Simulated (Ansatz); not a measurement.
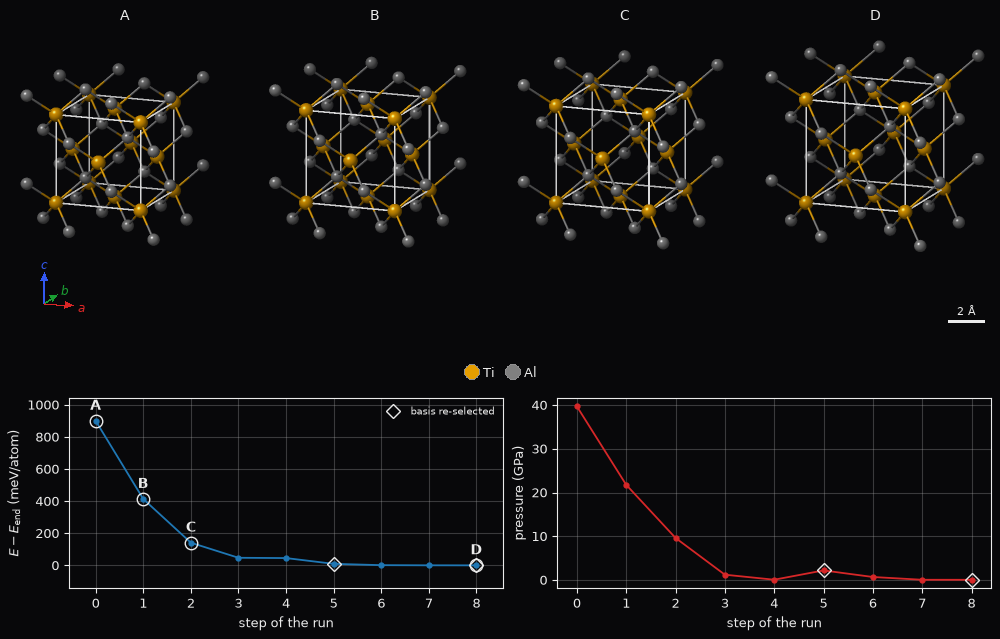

Frames of a relaxation of solid TiAl (built on the zinc blende_216 type) (coarse preliminary run), marked on the history of the run. A ball-and-stick model of the conventional cell (4 times the calculation's cell), seen slightly off an axis. Lengths and directions refer to the drawn axes.

Case: zinc blende type (F-43m, No. 216).

Method: DFT PBE, scalar-relativistic, plane waves, PAW (Ansatz 0.2.0).

The input:
```yaml
crystal:
  lattice:
    - [0.0, 2.5709706797, 2.5709706797]
    - [2.5709706797, 0.0, 2.5709706797]
    - [2.5709706797, 2.5709706797, 0.0]
  atoms:
    - { symbol: Ti, position: [0.0, 0.0, 0.0] }
    - { symbol: Al, position: [0.75, 0.75, 0.75] }
basis:
  ecutwfc: 420
kpoints:
  mp_grid: { grid: [6, 6, 6] }
hamiltonian:
  xc: pbe
scf:
  occupations: { method: gaussian, width: 0.1 }
  lower_state_search: "off"
output:
  forces: true
  stress: true
  eigenvalues: true
relax:
  adjacent_minimum: "off"
  f_tol: 0.04
  max_steps: 70
  cell: { stress_tol: 0.4 }
```

Run as
```bash
ansatz run input.yaml --threads 1 --pin off --max-ram 2560MiB --backend cpu --events-out ev --progress --plain --runs-dir out
```

### What happens along the run?

No atom moves by more than 0.005 Å relative to the cell. The drawn cell changes as follows: a = b = c 5.142 → 6.021 Å (+17.1 %); the volume changes by +60.6 %. Some distances before and after: Ti1–Al2 2.227 → 2.607 Å. The space group stays F-43m (No. 216). Over 6 accepted moves (8 points after the start) the energy falls by 900 meV per atom. All forces vanish by symmetry, so only the cell relaxes. Pressure: 39.69 GPa at the start and 0.04 GPa at the end. At 2 points the geometry stayed and the basis and grid were re-selected for the new cell (energy shift of 35.9 meV per atom at most each time). The run took 8.2 s on 1 thread of Intel(R) Xeon(R) 6975P-C (Granite Rapids), with other jobs on the host, peak memory 0.36 GiB. From step 0 to 1: volume +15.3 %, energy −487 meV per atom. From step 1 to 2: volume +14.6 %, energy −272 meV per atom. From step 2 to 8: volume +21.5 %, energy −141 meV per atom.

```csv
step,"E − E(0), meV/atom","pressure, GPa","volume, Å³/atom",note
0,0.00,39.69,16.994,
1,-486.77,21.76,19.602,
2,-758.77,9.61,22.465,
3,-852.64,1.21,25.390,
4,-854.47,0.06,25.874,
5,-890.37,2.19,25.874,"same geometry, new basis"
6,-898.63,0.68,26.827,
7,-899.56,0.05,27.285,
8,-899.80,0.04,27.285,"same geometry, new basis"
```
